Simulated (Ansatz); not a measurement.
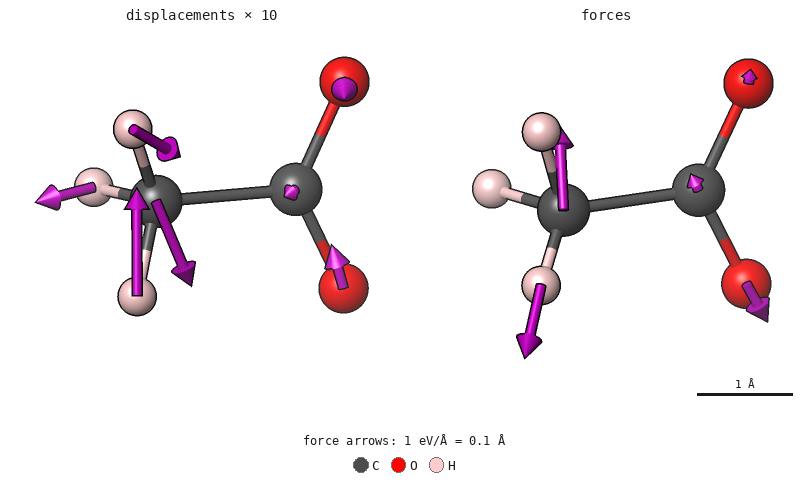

Left: C2H3O2 (charge −1), with purple arrows for the displacements applied to it. Right: the displaced structure with the computed forces. The picture is a ball-and-stick view, seen at a tilt.

Theory: Ansatz 0.2.0, RKS PBE-D4/def2-TZVPPD. 

Where do the forces point?

Answer. All atoms are moved at random (σ = 0.06 Å) from the PBE0-D4/def2-TZVP minimum. It costs 91.7 kJ/mol. The largest force is 9.5 eV/Å, on a C atom. The forces point partly back along the displacements (cosine −0.68). At other levels of theory the same distortion costs 85.8 kJ/mol (RKS r2SCAN-D4/def2-TZVPPD), 83.5 kJ/mol (RKS PBE0-D4/def2-TZVPPD), 83.4 kJ/mol (RKS wB97M-V/def2-TZVPPD), 87.8 kJ/mol (RHF-CCSD(T), frozen core/def2-TZVPPD). Among the bonded contacts that change: C–H 1.094 → 0.931 to 1.123 Å, C–C 1.551 → 1.499 Å, C–O 1.249 → 1.203 to 1.249 Å. Among the angles between lasting bonds that change: C–C–H 110.9° → 119.4°, H–C–H 108.0° → 99.9°.
